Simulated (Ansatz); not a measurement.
# Single-point calculation of BaTiO3 (part 2 of 2)

BaTiO3 (Pm-3m, 40 atoms in the cell); DFT PBE, scalar-relativistic, plane waves, PAW, no spin polarisation (Ansatz 0.2.0); cutoff 420 eV, 2×2×2 k-mesh, Gaussian smearing of 0.05 eV. The structure derives from an entry of the Crystallography Open Database.

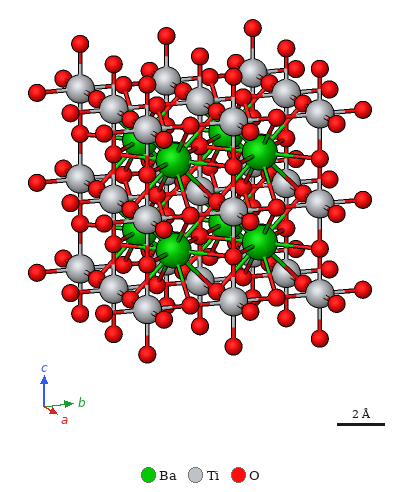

Figure 1. The structure as given in the input (ball-and-stick view of the cell of the calculation, seen slightly off an axis; bonded neighbours outside the cell are drawn too). An atom can appear more than once, as a periodic image.

Output, continued:
```
  k-point 0: bands = ["-46.3106", "-46.3098", "-46.3098", "-46.3098", "-46.3089", "-46.3089", "-46.3089", "-46.3081", "-22.5791", "-22.5791", "-22.5791", "-22.5758", "-22.5758", "-22.5758", "-22.5758", "-22.5758", "-22.5758", "-22.5733", "-22.5733", "-22.5733", "-22.5285", "-22.5285", "-22.5285", "-22.5264", "-22.5264", "-22.5264", "-22.5264", "-22.5264", "-22.5264", "-22.5245", "-22.5245", "-22.5245", "-14.3702", "-14.2499", "-14.2499", "-14.2499", "-14.1729", "-14.1729", "-14.1729", "-14.1065",
      "-6.7907", "-6.7907", "-6.7907", "-6.5659", "-6.2157", "-6.2157", "-6.2157", "-5.8961", "-5.8961", "-5.8638", "-5.8638", "-5.8638", "-5.8310", "-5.8310", "-5.8310", "-5.8310", "-5.8310", "-5.8310", "-5.6602", "-5.6602", "-5.6602", "-5.5968", "-5.5968", "-5.5968", "-0.2768", "-0.2768", "-0.2768", "0.3983", "0.3983", "0.3983", "0.3983", "0.3983", "0.3983", "0.4367", "0.4367", "0.4367", "0.6078", "0.6078", "0.6078", "0.6078",
      "0.6078", "0.6078", "0.8185", "0.8185", "0.8185", "0.8463", "0.8463", "0.8463", "5.8300", "6.0137", "6.0137", "6.0137", "6.2932", "6.2932", "6.2932", "6.3138", "6.3138", "6.3138", "6.4549", "6.4549", "6.4549", "6.4709", "6.4709", "7.5513", "7.5513", "7.5513", "7.5513", "7.5513", "7.5513", "7.6412", "7.6412", "7.6412", "7.6412", "7.6412", "7.6412", "7.9292", "7.9292", "7.9292", "8.0075", "8.0075",
      "8.0075", "8.3764", "8.3764", "8.3764", "8.4178", "8.4178", "8.4178", "8.4632", "8.4632", "8.4632", "8.4632", "8.4632", "8.4632", "8.5787", "8.5787", "8.5787", "9.1657", "9.1657", "9.1657", "9.4369", "9.4369", "9.4369", "9.4369", "9.4369", "9.4369", "9.5977", "9.5977", "9.5977", "9.5977", "9.5977", "9.5977", "10.1620", "10.1620", "10.1620", "10.2218", "10.2218", "10.2218", "10.2705", "10.2705", "10.2705",
      "12.0578", "12.0578", "12.0578", "12.1840", "12.1840", "12.1840", "13.7716", "13.7716", "13.7716", "13.7716", "13.7716", "13.7716", "13.7902", "13.7902", "13.7902", "13.7902", "13.7902", "13.7902", "14.2020", "14.2020", "14.2068", "14.2068", "14.2068", "14.2079", "14.2079", "14.2079"]
  k-point 1: bands = ["-46.3102", "-46.3102", "-46.3094", "-46.3094", "-46.3094", "-46.3094", "-46.3085", "-46.3085", "-22.5775", "-22.5775", "-22.5775", "-22.5775", "-22.5746", "-22.5746", "-22.5746", "-22.5746", "-22.5539", "-22.5539", "-22.5512", "-22.5512", "-22.5512", "-22.5512", "-22.5490", "-22.5490", "-22.5275", "-22.5275", "-22.5275", "-22.5275", "-22.5254", "-22.5254", "-22.5254", "-22.5254", "-14.3109", "-14.3109", "-14.2118", "-14.2118", "-14.2118", "-14.2118", "-14.1400", "-14.1400",
      "-6.6368", "-6.6368", "-6.5323", "-6.5323", "-6.5323", "-6.5323", "-5.9484", "-5.9484", "-5.8800", "-5.8800", "-5.8252", "-5.8252", "-5.8252", "-5.8252", "-5.8012", "-5.8012", "-5.7484", "-5.7484", "-5.7484", "-5.7484", "-5.7128", "-5.7128", "-5.7128", "-5.7128", "0.0500", "0.0500", "0.0500", "0.0500", "0.2126", "0.2126", "0.4905", "0.4905", "0.4905", "0.4905", "0.5200", "0.5200", "0.5200", "0.5200", "0.6100", "0.6100",
      "0.6100", "0.6100", "0.6436", "0.6436", "0.7098", "0.7098", "0.7098", "0.7098", "6.0054", "6.0054", "6.2268", "6.2268", "6.2268", "6.2268", "6.4630", "6.4630", "6.9209", "6.9209", "6.9209", "6.9209", "7.1043", "7.1043", "7.1043", "7.1043", "7.1410", "7.1410", "7.1701", "7.1701", "7.3096", "7.3096", "7.5874", "7.5874", "7.5874", "7.5874", "7.8291", "7.8291", "7.8291", "7.8291", "7.8463", "7.8463",
      "7.8463", "7.8463", "8.0394", "8.0394", "8.0394", "8.0394", "8.6968", "8.6968", "8.6968", "8.6968", "8.7601", "8.7601", "8.9359", "8.9359", "8.9359", "8.9359", "9.0124", "9.0124", "9.0124", "9.0124", "9.0777", "9.0777", "9.1961", "9.1961", "9.1961", "9.1961", "9.7674", "9.7674", "9.7674", "9.7674", "9.8005", "9.8005", "9.8005", "9.8005", "9.8354", "9.8354", "9.8354", "9.8354", "10.2462", "10.2462",
      "12.1197", "12.1197", "13.0027", "13.0027", "13.0027", "13.0027", "13.0544", "13.0544", "13.0544", "13.0544", "13.7802", "13.7802", "13.7802", "13.7802", "13.9041", "13.9041", "13.9041", "13.9041", "14.0920", "14.0920", "14.0920", "14.0920", "14.2045", "14.2045", "14.3229", "14.3229"]
  k-point 2: bands = ["-46.3098", "-46.3098", "-46.3098", "-46.3098", "-46.3089", "-46.3089", "-46.3089", "-46.3089", "-22.5760", "-22.5760", "-22.5760", "-22.5760", "-22.5529", "-22.5529", "-22.5529", "-22.5529", "-22.5522", "-22.5522", "-22.5522", "-22.5522", "-22.5503", "-22.5503", "-22.5503", "-22.5503", "-22.5499", "-22.5499", "-22.5499", "-22.5499", "-22.5265", "-22.5265", "-22.5265", "-22.5265", "-14.2620", "-14.2620", "-14.2620", "-14.2620", "-14.1762", "-14.1762", "-14.1762", "-14.1762",
      "-6.5315", "-6.5315", "-6.5315", "-6.5315", "-6.2707", "-6.2707", "-6.2707", "-6.2707", "-5.8659", "-5.8659", "-5.8659", "-5.8659", "-5.8062", "-5.8062", "-5.8062", "-5.8062", "-5.7657", "-5.7657", "-5.7657", "-5.7657", "-5.7279", "-5.7279", "-5.7279", "-5.7279", "0.1350", "0.1350", "0.1350", "0.1350", "0.3177", "0.3177", "0.3177", "0.3177", "0.4204", "0.4204", "0.4204", "0.4204", "0.5816", "0.5816", "0.5816", "0.5816",
      "0.6122", "0.6122", "0.6122", "0.6122", "0.7153", "0.7153", "0.7153", "0.7153", "6.1928", "6.1928", "6.1928", "6.1928", "6.8304", "6.8304", "6.8304", "6.8304", "7.0352", "7.0352", "7.0352", "7.0352", "7.1265", "7.1265", "7.1265", "7.1265", "7.2293", "7.2293", "7.2293", "7.2293", "7.2843", "7.2843", "7.2843", "7.2843", "7.6329", "7.6329", "7.6329", "7.6329", "7.7898", "7.7898", "7.7898", "7.7898",
      "7.8860", "7.8860", "7.8860", "7.8860", "8.1502", "8.1502", "8.1502", "8.1502", "8.2496", "8.2496", "8.2496", "8.2496", "8.8186", "8.8186", "8.8186", "8.8186", "9.2744", "9.2744", "9.2744", "9.2744", "9.3577", "9.3577", "9.3577", "9.3577", "9.3944", "9.3944", "9.3944", "9.3944", "9.7024", "9.7024", "9.7024", "9.7024", "9.7879", "9.7879", "9.7879", "9.7879", "9.8189", "9.8189", "9.8189", "9.8189",
      "12.9596", "12.9596", "12.9596", "12.9596", "13.0939", "13.0939", "13.0939", "13.0939", "13.3472", "13.3472", "13.3472", "13.3472", "13.5553", "13.5553", "13.5553", "13.5553", "13.9881", "13.9881", "13.9881", "13.9881", "14.0065", "14.0065", "14.0065", "14.0065", "14.7666", "14.7666"]
  k-point 3: bands = ["-46.3094", "-46.3094", "-46.3094", "-46.3094", "-46.3094", "-46.3094", "-46.3094", "-46.3094", "-22.5519", "-22.5519", "-22.5519", "-22.5519", "-22.5519", "-22.5519", "-22.5519", "-22.5519", "-22.5510", "-22.5510", "-22.5510", "-22.5510", "-22.5510", "-22.5510", "-22.5510", "-22.5510", "-22.5510", "-22.5510", "-22.5510", "-22.5510", "-22.5510", "-22.5510", "-22.5510", "-22.5510", "-14.2196", "-14.2196", "-14.2196", "-14.2196", "-14.2196", "-14.2196", "-14.2196", "-14.2196",
      "-6.3575", "-6.3575", "-6.3575", "-6.3575", "-6.3575", "-6.3575", "-6.3575", "-6.3575", "-5.8167", "-5.8167", "-5.8167", "-5.8167", "-5.8167", "-5.8167", "-5.8167", "-5.8167", "-5.8167", "-5.8167", "-5.8167", "-5.8167", "-5.8167", "-5.8167", "-5.8167", "-5.8167", "0.2784", "0.2784", "0.2784", "0.2784", "0.2784", "0.2784", "0.2784", "0.2784", "0.2784", "0.2784", "0.2784", "0.2784", "0.2784", "0.2784", "0.2784", "0.2784",
      "0.8440", "0.8440", "0.8440", "0.8440", "0.8440", "0.8440", "0.8440", "0.8440", "6.6007", "6.6007", "6.6007", "6.6007", "6.6007", "6.6007", "6.6007", "6.6007", "7.2535", "7.2535", "7.2535", "7.2535", "7.2535", "7.2535", "7.2535", "7.2535", "7.2535", "7.2535", "7.2535", "7.2535", "7.2535", "7.2535", "7.2535", "7.2535", "7.7815", "7.7815", "7.7815", "7.7815", "7.7815", "7.7815", "7.7815", "7.7815",
      "7.9719", "7.9719", "7.9719", "7.9719", "7.9719", "7.9719", "7.9719", "7.9719", "7.9719", "7.9719", "7.9719", "7.9719", "7.9719", "7.9719", "7.9719", "7.9719", "9.5885", "9.5885", "9.5885", "9.5885", "9.5885", "9.5885", "9.5885", "9.5885", "9.5885", "9.5885", "9.5885", "9.5885", "9.5885", "9.5885", "9.5885", "9.5885", "9.6871", "9.6871", "9.6871", "9.6871", "9.6871", "9.6871", "9.6871", "9.6871",
      "13.4439", "13.4439", "13.4439", "13.4439", "13.4439", "13.4439", "13.4439", "13.4439", "13.4630", "13.4630", "13.4630", "13.4630", "13.4630", "13.4630", "13.4630", "13.4630", "13.4630", "13.4630", "13.4630", "13.4630", "13.4630", "13.4630", "13.4630", "13.4630", "16.1800", "16.1800"]
```

Key numbers:

| quantity | value |
| --- | --- |
| outcome | converged |
| space group (tolerance 0.01 Å) | Pm-3m (221) |
| electrons treated | 320 |
| free energy | −81276.3722 eV |
| Fermi energy | 11.164 eV |
| gap on the k-point mesh | 1.79 eV |
| largest force (length of the vector) | under 0.001 eV/Å |
| wall time | 11 s (CPU time 41 s) |
| peak memory | 2.1 GiB |
